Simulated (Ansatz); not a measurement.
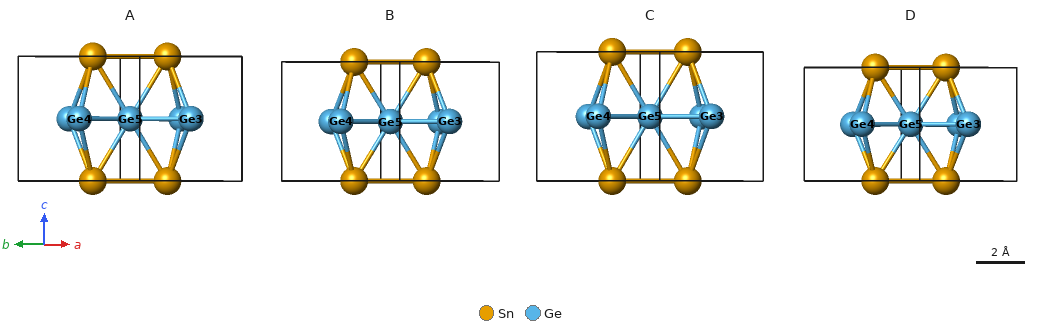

4 geometries from one relaxation of a crystal of Sn2Ge3 (a generated structure, set up in P6/mmm) (coarse preliminary run), in shuffled order. The picture is a ball-and-stick view of the cell of the calculation, seen from a free direction.

All numbers below come from DFT PBE, scalar-relativistic, plane waves, PAW (Ansatz 0.2.0). (plane-wave cutoff 420 eV; k-point mesh 6 × 6 × 4; occupations gaussian; smearing width 0.1 eV; no spin polarisation; cell and atoms relaxed; force threshold 0.04 eV/Å; at most 70 steps)

Put them in the order of the run, from the start to the converged end.

D, B, A, C. They are steps 0, 1, 2, 7, at +1.914 eV per cell of the calculation, +0.710 eV per cell of the calculation, +0.115 eV per cell of the calculation relative to the last. After 5 accepted moves (7 points after the start) the energy has fallen by 1.914 eV per cell of the calculation. All forces vanish by symmetry, so only the cell relaxes. The pressure goes from 21.65 to 0.06 GPa. At 2 points the geometry stayed and the basis and grid were re-selected for the new cell (energy shift of 27.6 meV per cell of the calculation at most each time). No atom moves by more than 0.005 Å relative to the cell. Cell: a = b 5.178 → 5.520 Å (+6.6 %), c 4.735 → 5.388 Å (+13.8 %). Volume +29.3 %. Some distances before and after: Ge–Sn 2.800 → 3.130 Å, Sn–Sn 2.990 → 3.187 Å, Ge–Ge 2.589 → 2.760 Å. The space group stays P6/mmm (No. 191). The run took 63 s on 1 thread of Arm Neoverse V1, on a shared host, peak memory 0.44 GiB.
